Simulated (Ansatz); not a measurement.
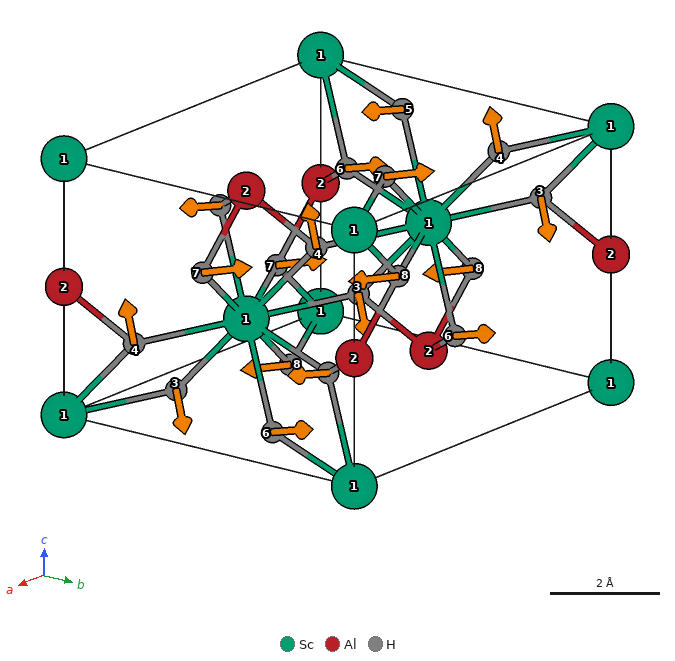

This is a relaxation of crystalline ScAlH6 (built on the CuSnF6-2 type type). The starting structure is drawn; orange arrows show the displacements (the part carried along by the change of the cell is left out), magnified 10 times.

The picture is a ball-and-stick view of the conventional cell (3 times the calculation's cell), seen from a free direction. Lengths and directions refer to the drawn axes.

The calculation used Ansatz, DFT, r2SCAN+rVV10, plane waves, PAW.

The input:
```yaml
crystal:
  lattice:
    - [5.0413772779, 0.1223085498, 0.4379544931]
    - [2.516369853, 2.8881209824, -0.5172391297]
    - [0.4962976986, 0.9671076767, 3.7092460664]
  atoms:
    - { symbol: Sc, position: [0.0, 0.0, 0.0] }
    - { symbol: Al, position: [0.5, 0.0, 0.5] }
    - { symbol: H, position: [0.8797609466, 0.570739683, 0.2305273605] }
    - { symbol: H, position: [0.1202390534, 0.429260317, 0.7694726395] }
    - { symbol: H, position: [0.5495700605, 0.6809226382, 0.8797346179] }
    - { symbol: H, position: [0.4504299395, 0.3190773618, 0.1202653821] }
    - { symbol: H, position: [0.2305582811, -0.110362061, 0.4503671559] }
    - { symbol: H, position: [0.7694417189, 1.110362061, 0.5496328441] }
kpoints:
  mp_grid: { grid: [8, 8, 8] }
hamiltonian:
  xc: r2scan
  dispersion: rvv10
scf:
  occupations: { method: fermi_dirac, width: 0.03 }
relax:
  f_tol: 0.01
  cell: {}
  max_steps: 120
output:
  write_density: true
  write_potential: true
  elf: true
  volumetric_format: npy
```

Command:
```bash
ansatz run input.yaml --threads 4 --pin off --max-ram 4608MiB --backend cpu --events-out ev --progress --plain --runs-dir out
```

Question: Atoms of which element are displaced furthest, and by how much?

Answer: Hydrogen: up to 0.11 Å, against 0.00 Å for aluminium.

Question: What happened in the run?

Answer: Over 5 accepted moves (6 points after the start) the energy falls by 5.4 meV per atom. The largest force component goes from 0.25 to 0.0017 eV/Å. Pressure: 0.69 GPa at the start and 0.02 GPa at the end. The SCF was repeated once at an unchanged geometry on a basis and grid sized afresh for the cell, which shifted the energy by 0.1 meV per atom at most. The largest moves relative to the cell, 0.11 Å, are those of H3, H4, H5, H6, H7 and H8. H3 goes along [3 3 −1]. Al and Sc stay in place. The drawn cell changes as follows: a 5.842 → 5.930 Å (+1.5 %), b 5.843 → 5.930 Å (+1.5 %), c 5.663 → 5.687 Å (+0.4 %); the volume changes by +3.5 %. Among the contacts that change: Al2–H3 1.726 → 1.700 Å, Sc1–H3 2.144 → 2.167 Å, Sc1–Al2 2.832 → 2.844 Å. Bond angles that change, for instance: Sc1–H8–Al2 129.4° → 133.1°. The space group stays R-3 (No. 148). The run took 80 s on 4 threads of Arm Neoverse V1, on a shared host, peak memory 0.85 GiB.
